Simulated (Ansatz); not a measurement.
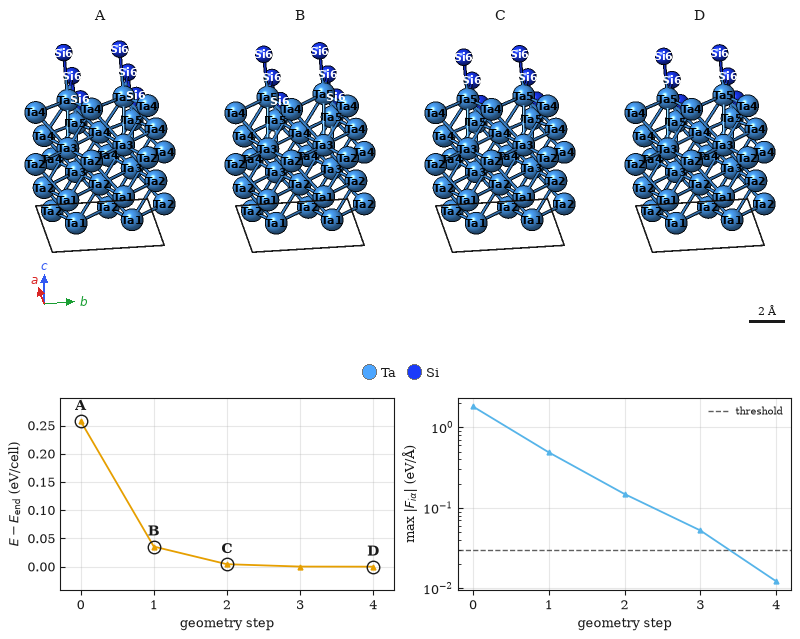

Frames of a constrained relaxation of a slab of composition Ta5Si (cut from the Im-3m phase), marked on the history of the run. A ball-and-stick model of the 2 × 2 repeat of the cell, outlined in the plane, without the vacuum, seen from a free direction.

Case: Si put at a bridge Ta-Ta site. The slab is the (1 0 0) face of Ta with Si on it. 2 atoms are held fixed.

Computed with DFT PBEsol, scalar-relativistic, plane waves, PAW (Ansatz).

Input
```yaml
crystal:
  lattice:
    - [3.2805195246, 0.0, 0.0]
    - [0.0, 3.2805195246, 0.0]
    - [0.0, 0.0, 25.5610390493]
  atoms:
    - { symbol: Ta, position: [0.5, 0.5, 0.3325373427] }
    - { symbol: Ta, position: [0.0, 0.0, 0.3967076512] }
    - { symbol: Ta, position: [0.5, 0.5, 0.4611411122] }
    - { symbol: Ta, position: [0.0, 0.0, 0.5263369554] }
    - { symbol: Ta, position: [0.5, 0.5, 0.5815099114] }
    - { symbol: Si, position: [0.0, 0.5, 0.6714906041] }
basis:
  ecutwfc: 420
kpoints:
  mp_grid: { grid: [9, 9, 1] }
hamiltonian:
  xc: pbesol
scf:
  occupations: { method: gaussian, width: 0.1 }
output:
  forces: true
  eigenvalues: true
  write_density: true
  write_potential: true
  elf: true
  volumetric_format: npy
relax:
  adjacent_minimum: "off"
  f_tol: 0.03
  max_steps: 70
  constraints: [{ sites: [0, 1] }]
efield:
  axis: 3
  dipole_correction: true
  ramp_width: 0.04
```

Run as
```bash
ansatz run input.yaml --threads 1 --pin off --max-ram 2560MiB --backend cpu --events-out ev --progress --plain --runs-dir out
```

Describe the path.

The atom that moves furthest is Si6 (0.25 Å along the normal (−c)). By element the largest moves are Si 0.25 Å, Ta 0.11 Å. The cell doesn't change. Some distances before and after: Ta5–Si6 2.825 → 2.547 Å, Ta3–Ta5 3.077 → 3.193 Å, Ta4–Ta5 2.715 → 2.779 Å, Ta2–Ta4 3.313 → 3.298 Å. Among the angles between lasting bonds that change: Ta5–Si6–Ta5 71.0° → 80.2°. The energy falls by 0.258 eV per cell of the calculation in 4 geometry steps. The largest force component goes from 1.8 to 0.012 eV/Å. From step 0 to 1: Ta5 moves most (0.19 Å), energy −0.222 eV per cell of the calculation. From step 1 to 2: Si6 moves most (0.19 Å), energy −31.2 meV per cell of the calculation. From step 2 to 4: Si6 moves most (0.05 Å), energy −4.4 meV per cell of the calculation.

Limits of the set-up: the periodic images lie only 3.3 Å apart, so the values are limited by the cell's size.
